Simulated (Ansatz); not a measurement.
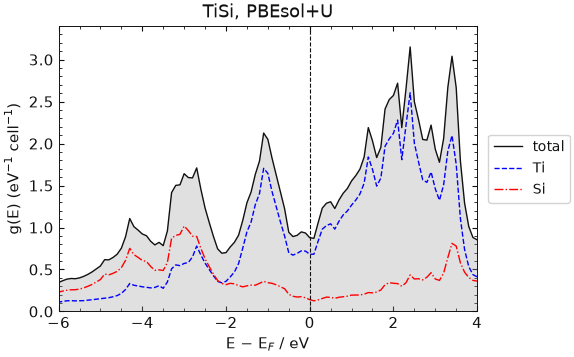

Density of states. Energies are counted from the Fermi level. The partial curves are projected on Löwdin-orthogonalised atomic shells.

System: TiSi, space group Cmmm, 2 atoms in the primitive cell; a = 2.79 Å, b = 2.79 Å, c = 3.80 Å, α = 90.00°, β = 90.00°, γ = 98.76°.

Ansatz 0.2.0; PBEsol, Ti d U = 3 eV, Ansatz PAW, no spin polarisation, no spin-orbit coupling, 10×10×7 k mesh in the self-consistent step, 420 eV cutoff, Fermi-Dirac smearing of 0.05 eV.

Metal or insulator, and how many states lie at the Fermi level?

Answer. It is a metal. The density of states at the Fermi level is about 0.94 per eV and cell (mean within 0.25 eV), or 0.47 per atom.

Which states dominate at the Fermi level?

Answer. By projected weight, the states within 0.3 eV of the Fermi level are Ti (84 %) and Si (16 %).

The density of states comes from the program's own step for it, whose mesh and broadening can differ from those of the self-consistent step. The PAW data sets were made with another functional. The cell comes from a database of computed structures, and whether it is the stable form of this composition wasn't checked.
